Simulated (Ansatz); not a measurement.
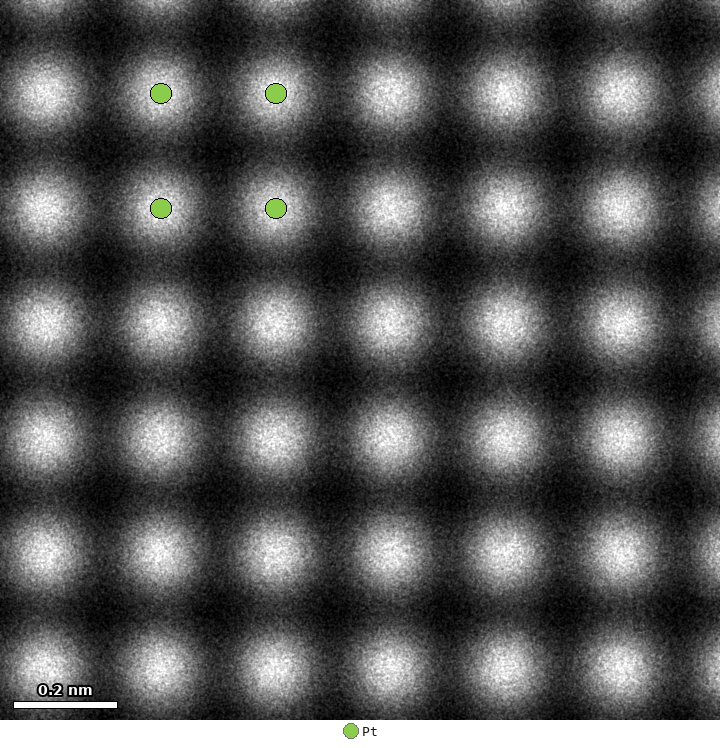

Integrated-DPC-like image of Pt (Im-3m, No. 229) along [001]. Simulated as the projected potential of neutral atoms (B = 0.5 Å²) blurred by a 1.06 Å probe, the thin-sample limit of integrated differential phase contrast. Shot noise was added. Structure used: the geometry relaxed with DFT, PBE, plane waves (420 eV) with PAW, scalar-relativistic in Ansatz 0.2.0; the starting structure was generated, so it need not be a known form of this composition.

Coloured dots in one corner mark the columns of the model.

Question: What can be read from this image?

Answer: The columns repeat on a square net with a repeat of 2.24 Å (plane group p4mm). All columns are alike (Pt). The shortest distance between visible columns is 2.24 Å in projection. Along the beam the structure repeats every 3.16 Å.
